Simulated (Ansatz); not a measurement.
Nudged elastic band, with input and output: Mg8O9 (part 2 of 2)

Continued. System: Mg8O9 (defect cell, 17 atoms in the cell). Method: DFT PBEsol, scalar-relativistic, plane waves, PAW, PAW set soft_1, spin-polarised (Ansatz 0.2.0); cutoff 420 eV, 2×2×2 k-mesh, Gaussian smearing of 0.05 eV, collinear spins. The structure derives from an entry of the Crystallography Open Database. The run did not end well. It belongs to a series of runs on one base structure; here: band between the two ends.

Geometry of the input (Å; fractional positions):
```
0.0000  3.8900  3.8900
3.8900  0.0000  3.8900
3.8900  3.8900  0.0000
Mg -0.0387  0.0250  0.0322
O  0.2287  0.2575  0.2571
Mg -0.0387  0.0250  0.4817
O  0.2287  0.2574  0.7572
Mg -0.0095  0.5194  -0.0048
O  0.2287  0.7574  0.2570
Mg -0.0262  0.5025  0.5120
O  0.3504  0.6358  0.7570
Mg 0.4836  0.0124  0.0022
O  0.7286  0.2574  0.2571
Mg 0.4667  -0.0046  0.5191
O  0.7288  0.2574  0.7570
Mg 0.4962  0.4900  0.0322
O  0.7288  0.7574  0.2572
Mg 0.4962  0.4899  0.4818
O  0.7286  0.7575  0.7571
O  1.1068  0.8791  0.7571
```

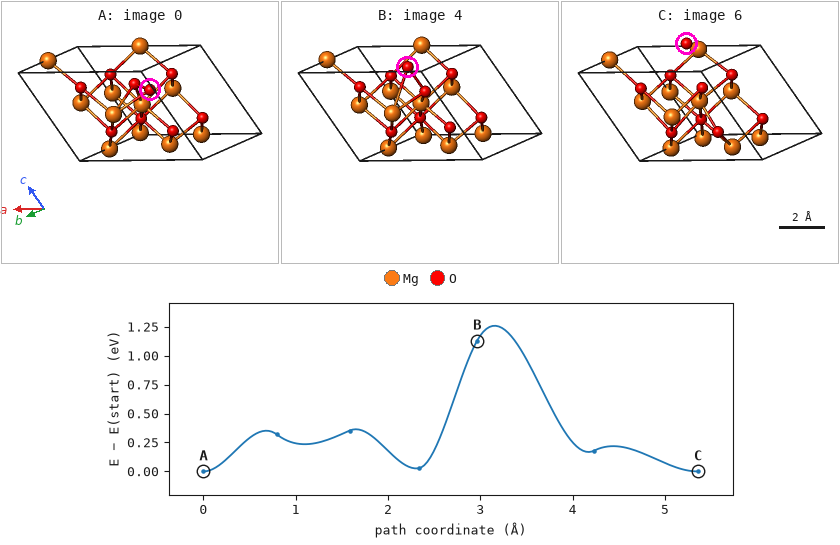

Figure 1. Images of the last band (counted from 0; ball-and-stick, reduced simulation cell, seen at an oblique angle), with the moving atom and its periodic copies ringed, above the energy along the path; the line is a cubic interpolation that uses the forces. The highest image is number 4, 1.130 eV above the start and 1.130 eV above the end (the climbing image); start and end have the same energy. The path is 5.36 Å long, and O17 moves most (2.42 Å). The band had not converged after 80 iterations.

```
Step failed. What follows is not a result of the run: it is the report of the last solve that finished, which converged after 6 SCF iterations.
Magnetization: 0.0000 μB (67.0000 up, 67.0000 down)
Absolute magnetization: 0.0000 μB (∫|ρ↑−ρ↓|)
Spin contamination: 0.0000 ħ² per cell (⟨S²⟩ above its minimum at these occupations)
Per-site moments (μB) at R_I (Å): [(0.0, 0.7180238232530571), (0.0, 0.8020152099765208), (0.0, 0.6989272342205948), (0.0, 0.801997903591332), (0.0, 0.7831960609628407), (0.0, 0.5558158526230873), (0.0, 0.7963379917222122), (0.0, 0.7831596110843341), (0.0, 0.7965406013801463), (0.0, 0.7862047823754962), (0.0, 0.7831596110843341), (0.0, 0.7341973169508387), (0.0, 0.7179299560016638), (0.0, 0.8020132699946949), (0.0, 0.698723694900882), (0.0, 0.8019997193760521), (0.0, 0.5558158526230873)]
Free energy (F): -20352.332989 eV
Harris-Foulkes:  -20352.332989 eV  (|F-HF|=8.55e-10)
Internal energy: -20352.332989 eV  (E = F + TS)
E sigma→0 (E₀):  -20352.332989 eV
Fermi energy:    16.348826 eV
--- Per-component energies (eV) ---
  E_band       = -1807.754225
  E_kinetic    = 2201.958136
  E_local      = -12399.091586  (includes V_loc(G=0)·N_el)
  E_nonlocal   = 2043.876476
  E_hartree    = 4094.834642
  E_xc         = -892.528161
  E_vxc        = -1150.643723  (∫ρ·V_xc dr)
  E_paw        = -3720.000803  (= ΣΔE_a)
  E_vpaw       = -693.527941  (= ΣTr[D̂ρ^β])
  E_aug_tail   = 0.005126  (compensation charges beyond the density's cutoff)
  E_ewald      = -11682.175309
  E_core_change = 0.788490  (= ΣΔE_core)
  E_smearing   = -0.000000  (= −TS)
  E_closure    = -0.000000  (closes the sum)
  Σ components = -20352.332989   (vs F -20352.332989, Δ=0.00e0)
--- Forces (eV/Å), atoms counted from 1 ---
  atom   1  Mg     0.10392774    -0.13549196    -0.00030322
  atom   2  O      0.03464464     0.17508682     0.02476760
  atom   3  Mg    -0.03835361     0.23156013    -0.00028114
  atom   4  O      0.17416556     0.03466120    -0.02525958
  atom   5  Mg     0.18328546     0.18350562    -0.08600745
  atom   6  O     -0.45197751    -0.47235106     0.00063802
  atom   7  Mg     0.03044550     0.02948645     0.05154665
  atom   8  O     -0.21608733    -0.21671771    -0.00216560
  atom   9  Mg     0.03021491     0.02917615    -0.04911676
  atom  10  O      0.14403350     0.14424042    -0.00046893
  atom  11  Mg     0.18290600     0.18313700     0.08223935
  atom  12  O     -0.08032711    -0.08877672     0.00039282
  atom  13  Mg    -0.14548986     0.10519986    -0.00024981
  atom  14  O      0.17462389     0.03536110     0.02570588
  atom  15  Mg     0.22706350    -0.01926374    -0.00025004
  atom  16  O      0.03395059     0.17462358    -0.02429940
  atom  17  O     -0.38720126    -0.39361277     0.00311109
  max |Σ_I F_I| component: 1.76e-4 eV/Å
--- Band table (eV; the first three rows and the last of 16) ---
  k-point 0 ↑: bands = ["-59.4977", "-59.4968", "-59.1417", "-59.1109", "-58.9673", "-58.9670", "-58.8480", "-58.8344", "-26.6082", "-26.5619", "-26.4847", "-26.4681", "-26.4649", "-26.4525", "-26.3105", "-26.1851", "-26.1359", "-26.0980", "-26.0683", "-26.0567", "-26.0046", "-25.9675", "-25.9452", "-25.9426", "-25.9397", "-25.9279", "-25.9258", "-25.8451", "-25.8105", "-25.7852", "-25.7829", "-25.7627", "-11.0222", "-6.4503", "-5.1386", "-4.5662", "-4.3104", "-4.2894", "-4.0505", "-3.8828", "-2.6392", "4.7211", "4.7844", "6.0476", "6.1083", "6.1892", "6.2724", "6.5798", "8.9112", "8.9804", "9.5648", "9.8286", "10.1181", "10.2707", "10.3015", "10.4481", "10.5253", "11.1417", "11.1650", "11.1667", "11.2013", "11.2372", "11.4038", "11.5574", "11.8683", "11.9431", "12.0336", "19.2547", "20.5386", "20.6579", "20.9151", "20.9262", "20.9913", "21.2849", "23.7148", "24.2982", "25.1485", "26.0287", "26.3992", "26.8603", "26.9282", "27.0554", "27.0685", "27.4791"]
  k-point 1 ↑: bands = ["-59.4973", "-59.4968", "-59.1415", "-59.1108", "-58.9676", "-58.9667", "-58.8485", "-58.8345", "-26.5800", "-26.5654", "-26.4728", "-26.4698", "-26.4471", "-26.4428", "-26.3236", "-26.1644", "-26.1266", "-26.0948", "-26.0661", "-26.0492", "-26.0054", "-25.9616", "-25.9581", "-25.9521", "-25.9448", "-25.9375", "-25.9306", "-25.8562", "-25.8417", "-25.7931", "-25.7922", "-25.7662", "-10.9633", "-6.2119", "-5.3638", "-4.9838", "-4.4710", "-4.1969", "-4.1926", "-4.1872", "-1.5293", "4.3368", "5.3826", "5.5521", "6.7105", "6.8807", "7.0666", "7.6938", "8.1751", "8.7601", "9.0804", "9.2415", "9.3190", "9.4868", "9.6267", "9.7493", "10.1914", "10.2957", "10.7521", "10.8117", "11.1995", "11.3848", "11.4033", "11.5473", "12.2206", "12.5599", "12.7564", "19.5205", "21.1886", "21.2499", "22.2971", "22.5152", "22.7521", "23.1336", "24.2012", "24.9982", "25.1108", "25.3147", "25.4776", "25.5310", "25.6101", "26.1376", "27.0379", "27.3793"]
  k-point 2 ↑: bands = ["-59.4973", "-59.4968", "-59.1404", "-59.1121", "-58.9673", "-58.9670", "-58.8457", "-58.8373", "-26.5762", "-26.5672", "-26.4661", "-26.4638", "-26.4527", "-26.4501", "-26.2887", "-26.1739", "-26.1521", "-26.0992", "-26.0834", "-26.0685", "-25.9645", "-25.9623", "-25.9555", "-25.9543", "-25.9357", "-25.9323", "-25.9172", "-25.8767", "-25.8231", "-25.8058", "-25.7901", "-25.7842", "-10.9753", "-6.1848", "-5.0548", "-5.0401", "-4.4624", "-4.3335", "-4.2039", "-3.9656", "-2.3715", "5.2189", "5.9044", "6.1162", "6.6073", "6.7385", "7.1763", "7.3977", "8.2337", "8.8191", "9.0668", "9.1525", "9.5042", "9.5856", "9.8373", "9.9184", "9.9872", "10.0847", "10.2070", "10.5036", "10.9278", "11.2940", "11.3117", "11.5244", "11.5579", "11.7008", "13.1524", "20.9526", "21.0518", "21.7094", "22.3955", "22.4585", "22.5557", "22.7326", "25.2155", "25.2436", "25.3146", "25.3720", "25.4343", "25.5678", "26.4700", "26.8227", "26.9944", "27.2935"]
  k-point 7 ↓: bands = ["-59.4973", "-59.4969", "-59.1415", "-59.1108", "-58.9673", "-58.9670", "-58.8485", "-58.8345", "-26.5797", "-26.5658", "-26.4725", "-26.4701", "-26.4469", "-26.4430", "-26.3236", "-26.1644", "-26.1266", "-26.0948", "-26.0661", "-26.0492", "-26.0052", "-25.9614", "-25.9578", "-25.9520", "-25.9450", "-25.9378", "-25.9309", "-25.8562", "-25.8417", "-25.7931", "-25.7921", "-25.7662", "-10.9633", "-6.2119", "-5.3640", "-4.9837", "-4.4712", "-4.1967", "-4.1928", "-4.1869", "-1.5291", "4.3365", "5.3828", "5.5520", "6.7105", "6.8808", "7.0665", "7.6942", "8.1750", "8.7600", "9.0805", "9.2422", "9.3188", "9.4856", "9.6264", "9.7488", "10.1915", "10.2959", "10.7517", "10.8119", "11.1991", "11.3843", "11.4036", "11.5476", "12.2216", "12.5601", "12.7570", "19.5202", "21.1882", "21.2497", "22.2968", "22.5153", "22.7521", "23.1331", "24.2012", "24.9983", "25.1119", "25.3154", "25.4773", "25.5310", "25.6116", "26.1350", "27.0388", "27.3778"]
End of that report.
this run last wrote the band of iteration 80 to [file]
Error: NEB band did not converge after 80 iterations: max|band force component| = 1.74e0 eV/Å (threshold 3.0e-2); raise `neb.max_iterations` in a new run, which can start from the last band evaluated (`neb.initial_path`, with `crystal.atoms` and `neb.final_atoms` set to its first and last images), add images, or start from endpoints closer to local minima. Where this run's directory can be resumed (`checkpoint.write`), a resume goes on for up to `neb.max_iterations` more; to start a new run from the last band, take its images' positions from the `neb_iteration` event of iteration 80 (`data.images[].positions_ang`), in the event stream of the run that computed that iteration (not this run's, if it was resumed behind it). With `checkpoint.write`, `steps/00-neb/state/checkpoint.json` in the run directory holds the last saved band, under `neb.evaluated.images[].positions_ang` (a band under a hybrid functional on support functions is neither saved nor resumed: `neb.initial_path` says where its path is): check the last entry of `neb.iterations` there, which is earlier than 80 if that iteration was not saved or its write failed. If the band's step has no `state` directory and holds `state.next`, a write was cut short, and the file is under `state.next` instead (behind a loss of power it can be under `state.prev`)
this run wrote the band of iteration 80 to [file] as well, whether or not its events were kept: a new run's `neb.initial_path` can list its `images[].positions_ang`
a run's events are kept only if it was started with --events-out <file>, and are in that file
```

## The last band as extended XYZ (Å, eV, eV/Å)
```
17
Lattice="0.0000 3.8900 3.8900 3.8900 0.0000 3.8900 3.8900 3.8900 0.0000" Properties=species:S:1:pos:R:3:forces:R:3 image=0 energy=-20352.51242
Mg    0.2224   -0.0254   -0.0535   -0.0016   0.0011  -0.0054
O     2.0021    1.8901    1.8916   -0.0111  -0.0078  -0.0077
Mg    1.9709    1.7231   -0.0534    0.0031   0.0019  -0.0053
O     3.9465    3.8351    1.8909    0.0060  -0.0050  -0.0009
Mg    2.0020   -0.0554    1.9837   -0.0055   0.0019  -0.0044
O     3.9462    1.8895    3.8360    0.0042   0.0023   0.0054
Mg    3.9467    1.8899    1.8529    0.0020  -0.0016   0.0160
O     5.4179    4.3077    3.8362    0.0174  -0.0074  -0.0045
Mg    0.0568    1.8899    1.9296   -0.0024   0.0013  -0.0116
O     2.0015    3.8346    3.8354   -0.0064  -0.0045   0.0081
Mg    2.0016    3.8347    1.7976   -0.0003   0.0003   0.0148
O     3.9461    5.7796    3.8364    0.0087  -0.0052  -0.0030
Mg    2.0313    2.0556    3.8364    0.0001  -0.0050  -0.0028
O     3.9467    3.8352    5.7813   -0.0020  -0.0091  -0.0044
Mg    3.7802    3.8044    3.8359    0.0042   0.0034   0.0011
O     5.8919    5.7794    5.7810   -0.0048   0.0065   0.0008
O     6.3648    7.2504    7.7252   -0.0116   0.0269   0.0037
17
Lattice="0.0000 3.8900 3.8900 3.8900 0.0000 3.8900 3.8900 3.8900 0.0000" Properties=species:S:1:pos:R:3:forces:R:3 image=1 energy=-20352.19307
Mg    0.1919   -0.0214   -0.0340   -0.0599  -0.0426  -0.0266
O     2.0019    1.9085    1.8907   -0.0004   0.0001  -0.0001
Mg    1.9970    1.8985   -0.0495    0.0052  -0.0461  -0.0051
O     3.9468    3.8536    1.8907    0.0000  -0.0002  -0.0001
Mg    1.9815   -0.0215    1.7553    0.0263  -0.0413   0.0616
O     3.9468    1.9085    3.8357    0.0004   0.0005   0.0001
Mg    3.9665    1.8783    1.8711   -0.0377  -0.0067   0.0382
O     5.4585    4.1129    4.2693   -0.1278  -0.5788   0.1259
Mg    0.0373    1.9389    1.9102    0.0371   0.0062  -0.0380
O     2.0018    3.8535    3.8357    0.0001   0.0001   0.0001
Mg    2.0222    3.8386    2.0261   -0.0264   0.0411  -0.0614
O     3.9469    5.7986    3.8356   -0.0003  -0.0002   0.0001
Mg    2.0067    1.9184    3.8309   -0.0060   0.0460   0.0054
O     3.9468    3.8536    5.7807    0.0001  -0.0003  -0.0002
Mg    3.8116    3.8385    3.8154    0.0602   0.0419   0.0267
O     5.8919    5.7985    5.7807   -0.0002  -0.0001  -0.0001
O     6.3249    7.4840    7.2922    0.1295   0.5804  -0.1267
17
Lattice="0.0000 3.8900 3.8900 3.8900 0.0000 3.8900 3.8900 3.8900 0.0000" Properties=species:S:1:pos:R:3:forces:R:3 image=2 energy=-20352.15992
Mg    0.1840   -0.0320   -0.0372    0.0438   0.0068   0.0184
O     2.0016    1.9276    1.8902    0.0023   0.0000   0.0002
Mg    2.0067    1.8905   -0.0594   -0.0064   0.0870   0.0057
O     3.9471    3.8721    1.8903    0.0000   0.0018   0.0005
Mg    1.9852   -0.0310    1.7677   -0.0169   0.0035  -0.0589
O     3.9474    1.9277    3.8354   -0.0016  -0.0017   0.0000
Mg    3.9275    1.8993    1.9100    0.0187  -0.0037  -0.0194
O     5.4674    3.5815    4.2553    0.0200   0.3337   0.0001
Mg    0.0758    1.9547    1.8707   -0.0145   0.0077   0.0194
O     2.0024    3.8726    3.8354   -0.0010  -0.0009  -0.0003
Mg    2.0189    3.8857    2.0131    0.0168  -0.0035   0.0575
O     3.9468    5.8172    3.8353    0.0019   0.0018   0.0001
Mg    1.9969    1.9649    3.8401    0.0102  -0.0900  -0.0057
O     3.9473    3.8720    5.7801   -0.0001   0.0021   0.0002
Mg    3.8209    3.8862    3.8180   -0.0476  -0.0027  -0.0187
O     5.8918    5.8174    5.7803    0.0019   0.0000   0.0005
O     6.3185    8.0552    7.3046   -0.0275  -0.3418   0.0005
17
Lattice="0.0000 3.8900 3.8900 3.8900 0.0000 3.8900 3.8900 3.8900 0.0000" Properties=species:S:1:pos:R:3:forces:R:3 image=3 energy=-20352.48445
Mg    0.2382   -0.0453   -0.0560   -0.0503   0.0493   0.0088
O     1.9804    1.9431    1.8929    0.0865   0.0071  -0.0158
Mg    2.0173    1.7981   -0.0547    0.0852  -0.1044  -0.0047
O     3.9450    3.8692    1.8870    0.0021   0.0904   0.0155
Mg    2.0005   -0.0006    1.9773    0.0015   0.0023   0.0852
O     3.9665    1.9653    3.8351   -0.0865  -0.0856  -0.0034
Mg    3.9250    1.9240    1.9302    0.0914   0.0912  -0.0375
O     5.4588    3.4586    3.8351   -0.1739  -0.1794  -0.0070
Mg    0.0339    1.9231    1.8498    0.1039   0.1017   0.0327
O     2.0163    3.9048    3.8337   -0.0879  -0.0624   0.0086
Mg    2.0006    3.8895    1.8022    0.0006   0.0027  -0.0716
O     3.9349    5.8240    3.8349    0.0620   0.0611  -0.0012
Mg    1.9555    2.1266    3.8339    0.0629  -0.0888   0.0105
O     3.9442    3.8694    5.7829    0.0094   0.0859  -0.0176
Mg    3.7982    3.9060    3.8352   -0.0789   0.0897  -0.0028
O     5.8701    5.8340    5.7770    0.0909  -0.0001   0.0135
O     6.4060    8.2934    7.7268   -0.1190  -0.0607  -0.0132
17
Lattice="0.0000 3.8900 3.8900 3.8900 0.0000 3.8900 3.8900 3.8900 0.0000" Properties=species:S:1:pos:R:3:forces:R:3 image=4 energy=-20351.38212
Mg    0.2192   -0.2221   -0.0568   -0.5455   0.9741   0.0105
O     1.9281    1.9571    1.8982    0.0077  -0.0113  -0.0799
Mg    1.9697    1.8458   -0.0555    0.1433   0.2727   0.0011
O     3.9404    3.8344    1.8820   -0.0674   0.0558  -0.0276
Mg    1.9989    0.0168    1.9829   -0.0667  -0.0948  -0.3298
O     4.0569    2.0745    3.8359    0.0726   0.1135  -0.0098
Mg    3.8711    1.8888    1.9552   -0.0002  -0.0204   0.3217
O     5.6363    3.6524    3.8333    0.0468   0.1394   0.0072
Mg   -0.0195    1.8881    1.8250    0.0038  -0.0169  -0.3263
O     1.9934    3.9031    3.8338    0.3159   0.0923   0.0013
Mg    1.9994    3.9073    1.7938   -0.0682  -0.0969   0.3445
O     3.8407    5.7486    3.8347    0.2100   0.0823  -0.0011
Mg    1.7724    2.1139    3.8333   -0.3497   1.1549   0.0044
O     3.9399    3.8353    5.7874   -0.0650   0.0497   0.0237
Mg    3.8286    3.8773    3.8345    0.2443   0.1491   0.0009
O     5.8173    5.8476    5.7711    0.0129  -0.0125   0.0785
O     6.7042    8.6361    7.7277    0.1052  -2.8311  -0.0191
17
Lattice="0.0000 3.8900 3.8900 3.8900 0.0000 3.8900 3.8900 3.8900 0.0000" Properties=species:S:1:pos:R:3:forces:R:3 image=5 energy=-20352.33299
Mg   -0.0564   -0.2003   -0.0558    0.1039  -0.1355  -0.0003
O     1.8791    1.8181    1.8829    0.0346   0.1751   0.0248
Mg    2.0835    1.7835   -0.0558   -0.0384   0.2316  -0.0003
O     3.7820    3.8053    1.8953    0.1742   0.0347  -0.0253
Mg    1.8352   -0.1287    1.9418    0.1833   0.1835  -0.0860
O     4.4173    2.4537    3.8339   -0.4520  -0.4724   0.0006
Mg    3.8260    1.8622    1.9719    0.0304   0.0295   0.0515
O     5.8321    3.8683    3.8345   -0.2161  -0.2167  -0.0022
Mg   -0.0640    1.8622    1.8057    0.0302   0.0292  -0.0491
O     1.8552    3.7813    3.8343    0.1440   0.1442  -0.0005
Mg    1.8352    3.7613    1.8370    0.1829   0.1831   0.0822
O     3.8598    5.7861    3.8340   -0.0803  -0.0888   0.0004
Mg    1.7637    1.8697    3.8342   -0.1455   0.1052  -0.0003
O     3.7820    3.8052    5.7729    0.1746   0.0354   0.0257
Mg    3.7474    4.0095    3.8342    0.2271  -0.0193  -0.0003
O     5.7692    5.7081    5.7853    0.0340   0.1746  -0.0243
O     7.3546    9.2809    7.7236   -0.3872  -0.3936   0.0031
17
Lattice="0.0000 3.8900 3.8900 3.8900 0.0000 3.8900 3.8900 3.8900 0.0000" Properties=species:S:1:pos:R:3:forces:R:3 image=6 energy=-20352.51244
Mg   -0.0560   -0.2224   -0.0259   -0.0004  -0.0083  -0.0115
O     1.8889    1.8888    1.8888    0.0019   0.0029  -0.0045
Mg    1.7959    1.8887   -0.0563    0.0142   0.0006   0.0006
O     3.8338    3.8341    1.8891    0.0012  -0.0066  -0.0066
Mg    1.9260   -0.0561    1.8889    0.0152  -0.0003  -0.0003
O     3.8337    2.3615    4.3065    0.0029  -0.0015  -0.0015
Mg    3.8340    1.9191    1.7226   -0.0004  -0.0115  -0.0083
O     5.7789    3.8338    3.8338    0.0019  -0.0045   0.0029
Mg   -0.0561    1.8588    2.0545    0.0008   0.0116   0.0074
O     1.8891    3.8339    3.8340   -0.0033  -0.0001  -0.0022
Mg    1.8516    3.8339    1.8889   -0.0138   0.0004   0.0004
O     3.8352    5.7786    3.8336   -0.0124   0.0006   0.0006
Mg    1.9819    1.8887    3.8337   -0.0102   0.0005   0.0005
O     3.8338    3.8333    5.7783    0.0021   0.0038   0.0038
Mg    3.8339    3.9995    3.8038    0.0008   0.0074   0.0116
O     5.7791    5.7790    5.7789   -0.0033  -0.0022  -0.0001
O     7.7237    9.1947    7.2497    0.0027   0.0072   0.0072
```
